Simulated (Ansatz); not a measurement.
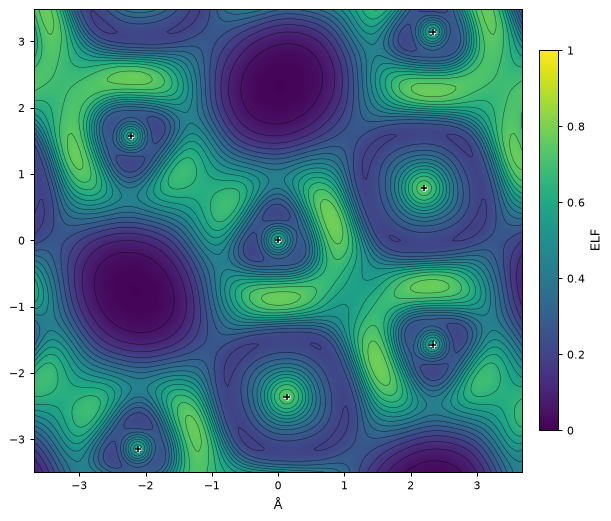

The electron localisation function on a plane through atoms (crosses mark nuclei in the plane).

Computed with Ansatz 0.2.0, DFT PBE, scalar-relativistic, plane waves, PAW.

Candidates:
A. Si$_{2}$Ni, a = 6.67 Å, b = 3.85 Å, c = 6.67 Å, α = 90.00°, β = 109.47°, γ = 90.00°. Space group C2/m; computed without spin polarisation.
B. CoSi, a = 4.43 Å, b = 4.43 Å, c = 4.43 Å, α = 90.00°, β = 90.00°, γ = 90.00°. Space group P2₁3; not relaxed (largest force 0.4 eV/Å); computed without spin polarisation.

Which system is this?

Candidate A: Si$_{2}$Ni on the (010) plane of the conventional cell, which holds Si and Ni. Si–Ni (2.34 Å): the ELF peaks at about 0.80 in the valence shell of Si, 0.9 Å from its nucleus, and is about 0.55 at the midpoint. Si–Ni (2.36 Å): the ELF peaks at about 0.80 in the valence shell of Si, 0.9 Å from its nucleus, and is about 0.50 at the midpoint.
